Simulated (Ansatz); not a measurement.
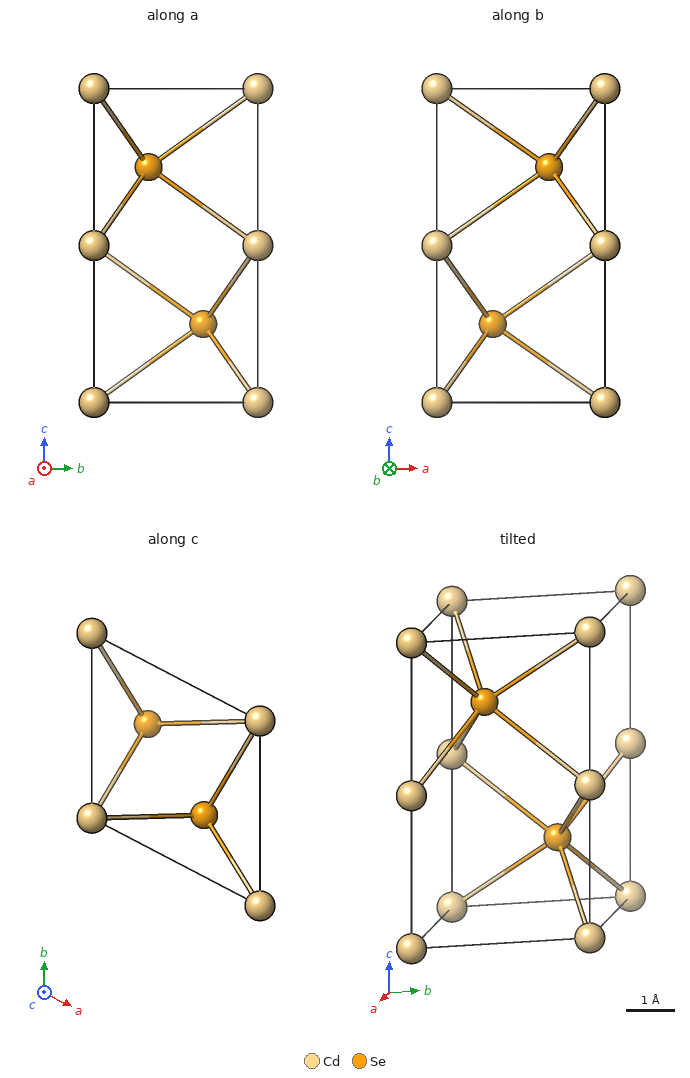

Crystal structure, ball-and-stick style, seen along the a axis, along the b axis, along the c axis and slightly off an axis. Atoms at the boundary of the unit cell (the box) are drawn once for each face, edge or corner they touch.

Lattice parameters: a = 4.0209 Å, b = 3.9216 Å, c = 6.6587 Å, α = 90.000°, β = 90.000°, γ = 117.557°.

### Express the structure as a CIF in P1 with every atom of the cell, with free fractional coordinates to two decimals.

```cif
data_structure
_symmetry_space_group_name_H-M 'P 1'
_symmetry_Int_Tables_number 1
_cell_length_a 4.0209
_cell_length_b 3.9216
_cell_length_c 6.6587
_cell_angle_alpha 90.000
_cell_angle_beta 90.000
_cell_angle_gamma 117.557
_cell_volume 93.09
loop_
_atom_site_label
_atom_site_type_symbol
_atom_site_fract_x
_atom_site_fract_y
_atom_site_fract_z
_atom_site_occupancy
Cd1 Cd 0.00 0.00 0.00 1
Cd2 Cd 0.00 0.00 0.50 1
Se1 Se 0.33 0.67 0.25 1
Se2 Se 0.67 0.33 0.75 1
```

The structure was taken from a structure type filled with these elements by a generator (whether the compound takes this form wasn't checked). The cell was then strained or its atoms displaced on purpose. It was set up as input for a calculation with Ansatz.
